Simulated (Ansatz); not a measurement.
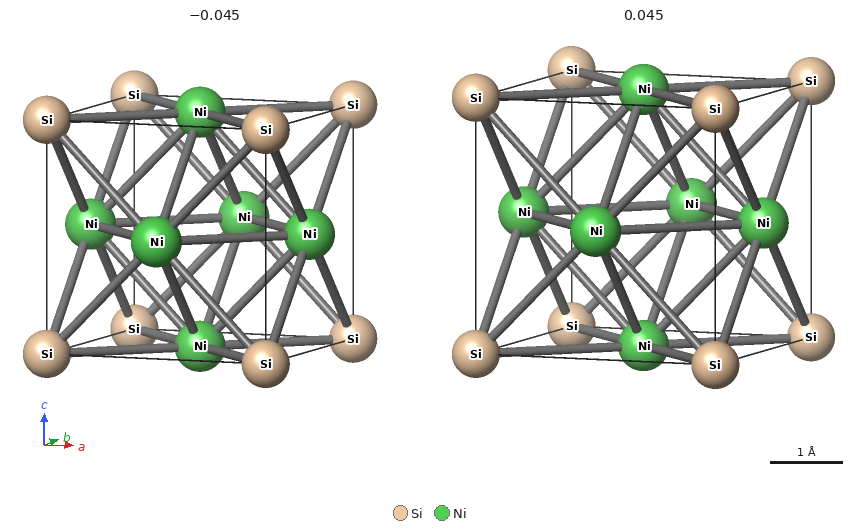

Solid SiNi3 (set up in Pm-3m), under equal strain along all axes (cell held, atoms fixed by symmetry), with energies (extrapolated to zero smearing) counted from the relaxed crystal, which is the row at zero. The picture shows the first and the last member. Style: ball-and-stick. Shown: the cell of the calculation, slightly off an axis.

Computed with Ansatz 0.2.0: DFT PBEsol, scalar-relativistic, plane waves, PAW. (plane-wave cutoff 420 eV; k-point mesh 16 × 16 × 16; occupations gaussian; smearing width 0.1 eV; no spin polarisation)

| strain | energy (meV/atom) | a (Å) |
| --- | --- | --- |
| −0.045 | 167.32 | 3.305 |
| −0.03 | ? | ? |
| −0.015 | 16.44 | 3.409 |
| 0.0 | 0.00 | 3.461 |
| 0.015 | 15.09 | 3.513 |
| 0.03 | 56.81 | 3.565 |
| 0.045 | 120.86 | 3.617 |

**Fill in the missing row.**

A parabola through three neighbouring rows (−0.045, −0.015, 0.0) gives, with Lagrange weights, (0.3333)(167.32) + (1.0000)(16.44) + (−0.3333)(0.00) = 72.21 meV/atom. The calculation gives 70.06 meV/atom (a = 3.357 Å). The estimate is 2.15 meV/atom too high. From the first member to the last: Ni–Si 2.337 → 2.558 Å, Ni–Ni 2.337 → 2.558 Å.

The whole series:

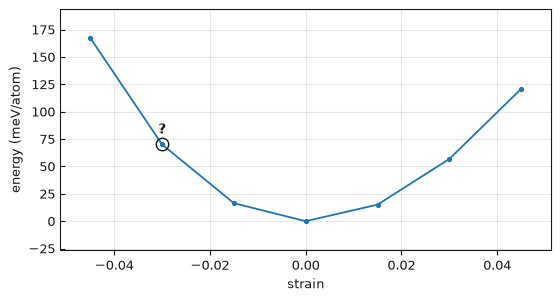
